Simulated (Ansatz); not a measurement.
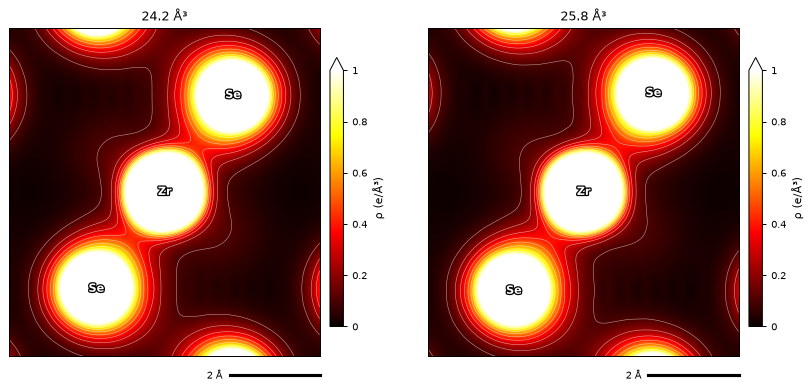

ZrSe2. The valence charge density (pseudo) of cells scaled evenly to different volumes (given per atom above each panel), on the (110) plane of each (indices in the axes of the cell below), at one length scale and on one colour scale.

These are results of Kohn-Sham DFT of a periodic cell, exchange-only PBE, Ansatz PAW (Ansatz), not measurements.

The largest cell:

```cif
data_structure
_symmetry_space_group_name_H-M 'P 1'
_symmetry_Int_Tables_number 1
_cell_length_a 3.7980
_cell_length_b 3.7980
_cell_length_c 6.1920
_cell_angle_alpha 90.000
_cell_angle_beta 90.000
_cell_angle_gamma 120.000
_cell_volume 77.35
loop_
_atom_site_label
_atom_site_type_symbol
_atom_site_fract_x
_atom_site_fract_y
_atom_site_fract_z
_atom_site_occupancy
Zr1 Zr 0.00000 0.00000 0.00000 1
Se1 Se 0.66667 0.33333 0.75000 1
Se2 Se 0.33333 0.66667 0.25000 1
```

| volume (Å³/atom) | Zr–Se contact in the plane (Å) | ρ at its midpoint (e/Å³) | pressure (GPa) | gap on the mesh (eV) | 
| --- | --- | --- | --- | --- |
| 24.24 | 2.629 | 0.428 | 18.9 | 0.42 | 
| 24.75 | 2.648 | ? | ? | ? | 
| 25.78 | 2.684 | 0.396 | 11.9 | 0.49 | 

Q: Estimate the missing row, and compare with the calculation.

A: Over the known rows ln ρ falls by 1.41 per Å of Zr–Se distance (the line through the two), which gives 0.417 e/Å³ at 2.648 Å; the calculation gives 0.417 e/Å³. For the pressure, a straight line in volume between the neighbouring rows gives 16.6 GPa; the calculation gives 16.4. For the gap on the mesh, a straight line in volume between the neighbouring rows gives 0.44 eV; the calculation gives 0.44.
